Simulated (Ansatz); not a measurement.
Geometry relaxation, with input and output: Al₃₂H (part 2 of 2)

The same run, continued: Al₃₂H (defect cell, 33 atoms in the cell); DFT PBE, scalar-relativistic, plane waves, PAW, PAW set soft_1, no spin polarisation (Ansatz 0.2.0); cutoff 420 eV, 3×3×3 k-mesh, Gaussian smearing of 0.05 eV. It belongs to a series of runs on one base structure; here: end point B relaxed.

### Output, continued
```
  k-point 1: bands = ["-3.1072", "-2.3376", "-1.3117", "-0.7291", "-0.7015", "-0.7015", "-0.2649", "0.0080", "0.0353", "0.0353", "0.6604", "1.1304", "1.4852", "1.4853", "1.5094", "1.9459", "2.2113", "2.2114", "2.2348", "2.6866", "2.9089", "2.9138", "2.9421", "2.9421", "4.5510", "5.0235", "5.0304", "5.0557", "5.0557", "5.0911", "5.0912", "5.1135", "5.2006", "5.2008", "5.8878", "5.8887", "6.0952", "6.5353", "6.8756", "7.1649", "7.1729", "7.1731", "7.2070", "7.2437", "7.2482", "7.2484", "7.2727", "7.3144", "7.9292", "7.9302", "7.9637", "8.0048", "8.1810", "8.6452", "8.6452", "8.6825", "8.7134", "8.7135", "8.7747", "9.2110", "9.4231", "9.4473", "9.4473", "10.1032", "10.2225", "10.6769", "10.6785", "10.7261", "10.7387", "10.7389", "10.7695", "10.8211", "10.9630", "10.9785", "10.9785", "11.7621", "12.0565", "12.1174", "12.1890", "12.1990", "12.1990", "12.2194"]
  k-point 2: bands = ["-3.1072", "-2.3376", "-1.3117", "-0.7291", "-0.7015", "-0.7015", "-0.2649", "0.0079", "0.0353", "0.0353", "0.6604", "1.1303", "1.4852", "1.4853", "1.5094", "1.9459", "2.2113", "2.2114", "2.2348", "2.6867", "2.9089", "2.9138", "2.9421", "2.9421", "4.5510", "5.0235", "5.0304", "5.0557", "5.0558", "5.0911", "5.0912", "5.1135", "5.2006", "5.2008", "5.8876", "5.8887", "6.0954", "6.5353", "6.8756", "7.1649", "7.1729", "7.1732", "7.2070", "7.2437", "7.2481", "7.2484", "7.2727", "7.3144", "7.9290", "7.9302", "7.9637", "8.0049", "8.1812", "8.6452", "8.6452", "8.6825", "8.7134", "8.7135", "8.7747", "9.2110", "9.4230", "9.4472", "9.4474", "10.1033", "10.2225", "10.6767", "10.6786", "10.7260", "10.7387", "10.7389", "10.7695", "10.8212", "10.9630", "10.9785", "10.9785", "11.7623", "12.0565", "12.1174", "12.1890", "12.1990", "12.1991", "12.2195"]
  k-point 13: bands = ["-2.6842", "-2.0641", "-1.7032", "-1.7032", "-1.1891", "-0.9613", "-0.9613", "-0.3029", "0.7692", "1.2383", "1.2384", "1.5853", "1.9622", "1.9622", "1.9659", "1.9659", "1.9695", "2.5159", "2.6903", "2.6903", "3.1858", "3.3888", "3.3888", "3.8057", "4.0967", "4.0967", "4.1019", "4.1020", "4.1040", "4.5310", "4.7021", "4.7021", "4.9243", "4.9563", "4.9563", "5.4449", "5.5567", "5.5567", "6.6494", "6.9012", "6.9015", "6.9313", "6.9492", "6.9493", "7.4482", "7.6117", "7.6119", "7.6372", "7.6594", "7.6594", "8.3060", "8.6053", "8.9048", "8.9048", "9.2372", "9.3824", "9.3825", "9.5270", "9.7026", "9.7026", "9.7629", "9.9316", "9.9317", "9.9727", "9.9868", "9.9868", "10.3897", "10.4060", "10.4071", "10.6021", "10.6527", "10.6530", "12.0958", "12.4435", "12.4439", "12.5021", "12.6771", "12.6773", "12.7044", "12.7365", "12.7367", "12.7426"]
--- Relaxed structure (3 steps of the walk, 3 accepted, 0 SCFs on fresh bases) ---
  F+E_penalty+E_count = -17215.97571567 eV   max|allowed force component| = 1.338e-2 eV/Å
  atoms:
    - { symbol: Al, position: [0.5003793662399891, 0.0003637568762789771, 0.00037182884579004823] }
    - { symbol: Al, position: [0.7498809122993293, 0.24992399148135216, -0.005669535716271888] }
    - { symbol: Al, position: [0.7498796766945315, -0.005698944746927972, 0.2499010799686895] }
    - { symbol: Al, position: [-0.00031887867319521933, 0.0003767944428631194, 0.0003822820817153909] }
    - { symbol: Al, position: [0.2500472095050725, 0.24999800704663994, -0.0012989504952994918] }
    - { symbol: Al, position: [0.5003897219301766, 0.4996725604661453, 0.0003837552406449508] }
    - { symbol: Al, position: [0.7499970428999408, 0.7500299960660135, -0.0012934412026978676] }
    - { symbol: Al, position: [0.25004516752087036, -0.001296103838549934, 0.24999662163577424] }
    - { symbol: Al, position: [0.4943562801459315, 0.24992471946458883, 0.24990303394839838] }
    - { symbol: Al, position: [0.7498698214072077, 0.5059818621791807, 0.24989298746090233] }
    - { symbol: Al, position: [0.5003892952669126, 0.0003778316519713384, 0.49967640371093863] }
    - { symbol: Al, position: [0.7498681999640336, 0.24991590543810802, 0.5060345193067836] }
    - { symbol: Al, position: [0.7499959905656242, -0.00129313363828122, 0.7500370410742939] }
    - { symbol: Al, position: [-0.0003177274355245296, 0.49967103772322946, 0.00036450929662182064] }
    - { symbol: Al, position: [0.2500218726559229, 0.7500138178444766, -0.0008353466150461206] }
    - { symbol: Al, position: [0.006088456965194122, 0.24991488428361, 0.24989033720275078] }
    - { symbol: Al, position: [0.2500301932767985, 0.5012658879072025, 0.249990427567528] }
    - { symbol: Al, position: [0.49870414329343515, 0.7500312285412445, 0.24999834097556758] }
    - { symbol: Al, position: [-0.0003136788733966539, 0.000352254793632788, 0.4996810798783069] }
    - { symbol: Al, position: [0.2500278964212915, 0.24999181505168355, 0.5012600630044578] }
    - { symbol: Al, position: [0.5003753966678376, 0.4996677904115788, 0.4996737786666826] }
    - { symbol: Al, position: [0.7499872948630334, 0.750017686129227, 0.5012552128198865] }
    - { symbol: Al, position: [0.25002287099082515, -0.0008394281799227519, 0.7500187197044429] }
    - { symbol: Al, position: [0.4987016119453882, 0.24999867527045125, 0.750040311807519] }
    - { symbol: Al, position: [0.7499884116421315, 0.5012631944845924, 0.7500247348915497] }
    - { symbol: Al, position: [0.0012494168864485569, 0.7500162500843661, 0.24998859559931158] }
    - { symbol: Al, position: [-0.000286368274193013, 0.49970678215666786, 0.4997100593947061] }
    - { symbol: Al, position: [0.2500313085279764, 0.7500198309300269, 0.5008780607546086] }
    - { symbol: Al, position: [0.0012515816014940374, 0.24999109694998933, 0.7500209970055165] }
    - { symbol: Al, position: [0.2500302299185703, 0.5008724694269366, 0.7500247301406133] }
    - { symbol: Al, position: [0.49916834340605304, 0.7500131771984444, 0.7500170769301913] }
    - { symbol: Al, position: [0.0008838295287253204, 0.7500205352308318, 0.7500265138329922] }
    - { symbol: H, position: [0.7540124602255648, 0.25255959087234875, 0.2532979112821324] }
```

### Trajectory as extended XYZ (Å, eV, eV/Å), 3 frames, from step=1 to step=3
```
33
Lattice="8.1000 0.0000 0.0000 0.0000 8.1000 0.0000 0.0000 0.0000 8.1000" Properties=species:S:1:pos:R:3:forces:R:3 step=1 energy=-17215.92112
Al    4.0500    0.0000    0.0000    0.0104   0.0098   0.0101
Al    6.0750    2.0250    0.0000   -0.0074  -0.0047  -0.3625
Al    6.0750    0.0000    2.0250   -0.0076  -0.3663  -0.0062
Al    0.0000    0.0000    0.0000   -0.0070   0.0095   0.0099
Al    2.0250    2.0250    0.0000   -0.0004  -0.0008  -0.0082
Al    4.0500    4.0500    0.0000    0.0104  -0.0077   0.0101
Al    6.0750    6.0750    0.0000   -0.0013  -0.0003  -0.0083
Al    2.0250    0.0000    2.0250   -0.0004  -0.0083  -0.0011
Al    4.0500    2.0250    2.0250   -0.3590  -0.0047  -0.0060
Al    6.0750    4.0500    2.0250   -0.0084   0.3988  -0.0069
Al    4.0500    0.0000    4.0500    0.0103   0.0097  -0.0074
Al    6.0750    2.0250    4.0500   -0.0086  -0.0055   0.4046
Al    6.0750    0.0000    6.0750   -0.0014  -0.0083  -0.0004
Al    0.0000    4.0500    0.0000   -0.0064  -0.0069   0.0092
Al    2.0250    6.0750    0.0000    0.0001   0.0000  -0.0226
Al    0.0000    2.0250    2.0250    0.4105  -0.0056  -0.0072
Al    2.0250    4.0500    2.0250   -0.0008   0.0087  -0.0013
Al    4.0500    6.0750    2.0250   -0.0082  -0.0002  -0.0011
Al    0.0000    0.0000    4.0500   -0.0061   0.0086  -0.0063
Al    2.0250    2.0250    4.0500   -0.0009  -0.0011   0.0087
Al    4.0500    4.0500    4.0500    0.0097  -0.0071  -0.0068
Al    6.0750    6.0750    4.0500   -0.0017  -0.0006   0.0088
Al    2.0250    0.0000    6.0750    0.0001  -0.0228   0.0000
Al    4.0500    2.0250    6.0750   -0.0082  -0.0008  -0.0003
Al    6.0750    4.0500    6.0750   -0.0016   0.0087  -0.0007
Al    0.0000    6.0750    2.0250    0.0088  -0.0006  -0.0014
Al    0.0000    4.0500    4.0500   -0.0048  -0.0053  -0.0050
Al    2.0250    6.0750    4.0500    0.0000   0.0000   0.0243
Al    0.0000    2.0250    6.0750    0.0088  -0.0011  -0.0008
Al    2.0250    4.0500    6.0750    0.0000   0.0241   0.0000
Al    4.0500    6.0750    6.0750   -0.0225   0.0000   0.0000
Al    0.0000    6.0750    6.0750    0.0245   0.0000   0.0000
H     6.1109    2.0479    2.0545   -0.0308  -0.0193  -0.0251
33
Lattice="8.1000 0.0000 0.0000 0.0000 8.1000 0.0000 0.0000 0.0000 8.1000" Properties=species:S:1:pos:R:3:forces:R:3 step=2 energy=-17215.97431
Al    4.0505    0.0004    0.0004    0.0145   0.0147   0.0146
Al    6.0738    2.0243   -0.0514    0.0008   0.0005   0.0504
Al    6.0738   -0.0515    2.0240    0.0008   0.0492   0.0006
Al   -0.0001    0.0005    0.0006   -0.0154   0.0143   0.0142
Al    2.0252    2.0248   -0.0095   -0.0003   0.0008  -0.0167
Al    4.0506    4.0498    0.0006    0.0142  -0.0152   0.0144
Al    6.0747    6.0751   -0.0094    0.0012  -0.0002  -0.0166
Al    2.0252   -0.0094    2.0248   -0.0003  -0.0165   0.0010
Al    3.9987    2.0243    2.0241    0.0516   0.0005   0.0007
Al    6.0738    4.1030    2.0240    0.0005  -0.0386   0.0004
Al    4.0506    0.0005    4.0498    0.0141   0.0144  -0.0153
Al    6.0738    2.0242    4.1033    0.0005   0.0003  -0.0367
Al    6.0747   -0.0094    6.0752    0.0012  -0.0165  -0.0003
Al   -0.0001    4.0498    0.0005   -0.0151  -0.0149   0.0138
Al    2.0251    6.0751   -0.0063    0.0001   0.0001  -0.0036
Al    0.0536    2.0242    2.0240   -0.0347   0.0003   0.0004
Al    2.0251    4.0592    2.0247   -0.0004   0.0152   0.0010
Al    4.0405    6.0752    2.0248   -0.0167  -0.0002   0.0010
Al   -0.0001    0.0004    4.0499   -0.0150   0.0138  -0.0149
Al    2.0251    2.0248    4.0592   -0.0004   0.0008   0.0150
Al    4.0505    4.0498    4.0498    0.0137  -0.0150  -0.0151
Al    6.0747    6.0751    4.0592    0.0012  -0.0003   0.0149
Al    2.0251   -0.0063    6.0751    0.0001  -0.0035   0.0001
Al    4.0405    2.0248    6.0752   -0.0168   0.0008  -0.0002
Al    6.0747    4.0592    6.0751    0.0012   0.0152  -0.0004
Al    0.0091    6.0751    2.0247    0.0147  -0.0003   0.0010
Al    0.0001    4.0500    4.0501   -0.0147  -0.0144  -0.0146
Al    2.0252    6.0751    4.0566    0.0002   0.0001   0.0024
Al    0.0091    2.0248    6.0751    0.0148   0.0008  -0.0004
Al    2.0252    4.0566    6.0751    0.0002   0.0025   0.0002
Al    4.0437    6.0751    6.0751   -0.0038   0.0001   0.0001
Al    0.0066    6.0751    6.0752    0.0023   0.0002   0.0002
H     6.1117    2.0484    2.0551   -0.0143  -0.0089  -0.0116
33
Lattice="8.1000 0.0000 0.0000 0.0000 8.1000 0.0000 0.0000 0.0000 8.1000" Properties=species:S:1:pos:R:3:forces:R:3 step=3 energy=-17215.97572
Al    4.0531    0.0029    0.0030    0.0015   0.0016   0.0016
Al    6.0740    2.0244   -0.0459    0.0014   0.0009   0.0043
Al    6.0740   -0.0462    2.0242    0.0014   0.0037   0.0012
Al   -0.0026    0.0031    0.0031   -0.0020   0.0016   0.0016
Al    2.0254    2.0250   -0.0105    0.0001   0.0001  -0.0027
Al    4.0532    4.0473    0.0031    0.0015  -0.0019   0.0015
Al    6.0750    6.0752   -0.0105    0.0002   0.0001  -0.0027
Al    2.0254   -0.0105    2.0250    0.0001  -0.0027   0.0002
Al    4.0043    2.0244    2.0242    0.0049   0.0009   0.0011
Al    6.0739    4.0985    2.0241    0.0015   0.0024   0.0012
Al    4.0532    0.0031    4.0474    0.0015   0.0016  -0.0019
Al    6.0739    2.0243    4.0989    0.0015   0.0010   0.0036
Al    6.0750   -0.0105    6.0753    0.0002  -0.0027   0.0001
Al   -0.0026    4.0473    0.0030   -0.0021  -0.0021   0.0016
Al    2.0252    6.0751   -0.0068    0.0000   0.0000  -0.0026
Al    0.0493    2.0243    2.0241    0.0048   0.0010   0.0013
Al    2.0252    4.0603    2.0249    0.0001   0.0026   0.0002
Al    4.0395    6.0753    2.0250   -0.0027   0.0001   0.0001
Al   -0.0025    0.0029    4.0474   -0.0022   0.0017  -0.0021
Al    2.0252    2.0249    4.0602    0.0001   0.0001   0.0025
Al    4.0530    4.0473    4.0474    0.0015  -0.0020  -0.0020
Al    6.0749    6.0751    4.0602    0.0002   0.0001   0.0025
Al    2.0252   -0.0068    6.0752    0.0000  -0.0026   0.0000
Al    4.0395    2.0250    6.0753   -0.0027   0.0001   0.0001
Al    6.0749    4.0602    6.0752    0.0002   0.0026   0.0001
Al    0.0101    6.0751    2.0249    0.0025   0.0001   0.0002
Al   -0.0023    4.0476    4.0477   -0.0024  -0.0023  -0.0024
Al    2.0253    6.0752    4.0571    0.0000   0.0000   0.0023
Al    0.0101    2.0249    6.0752    0.0025   0.0002   0.0001
Al    2.0252    4.0571    6.0752    0.0000   0.0023   0.0000
Al    4.0433    6.0751    6.0751   -0.0026   0.0000   0.0000
Al    0.0072    6.0752    6.0752    0.0023   0.0000   0.0000
H     6.1075    2.0457    2.0517   -0.0134  -0.0084  -0.0109
```

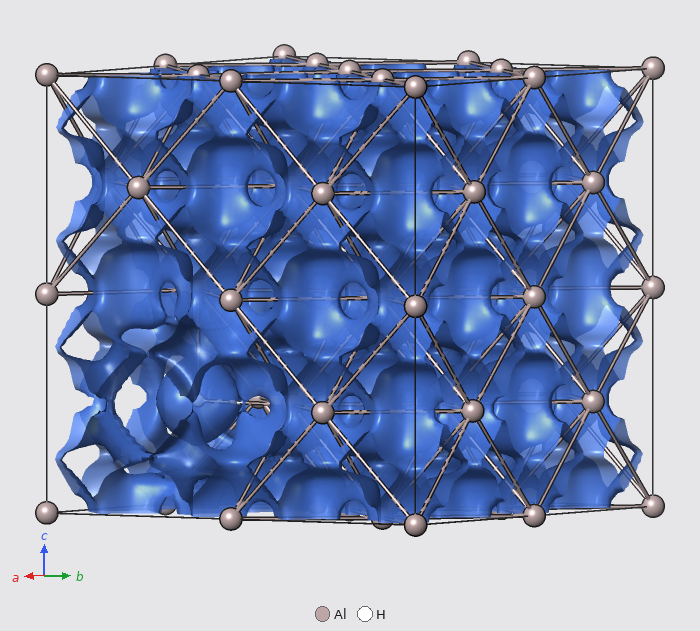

*Isosurface of the electron localisation function at 0.55 (blue), seen at an oblique angle. Core shells and regions of very low density are left out. Sticks mark near contacts. The outline is the calculation cell.*

The ELF exceeds this value in one region around a hydrogen nucleus and one network that runs through the whole crystal, counted in one cell of 33 atoms. Along the contacts the grid gives the following. Al–Al (2.84 Å): the ELF peaks at about 0.65 between the atoms. In a PAW calculation such maps are meaningful between the atoms, not at the nuclei.

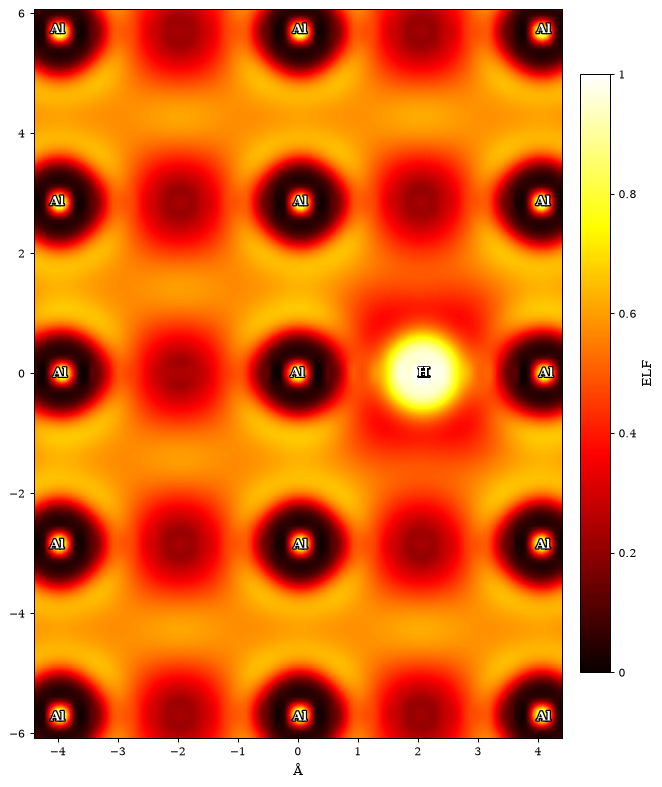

*ELF on the (101) plane of the calculation cell.*

Al–Al (2.86 Å): the ELF peaks at about 0.65 between the atoms. Al–Al (2.86 Å): the ELF peaks at about 0.65 between the atoms.

### Summary

- outcome: converged
- electrons treated: 97
- free energy: −17215.9757 eV
- Fermi energy: 7.727 eV
- final volume: 531.44 Å³
- largest force (length of the vector) at the end: 0.019 eV/Å
- wall time: 75 s (CPU time 4.9 min)
- peak memory: 1.4 GiB
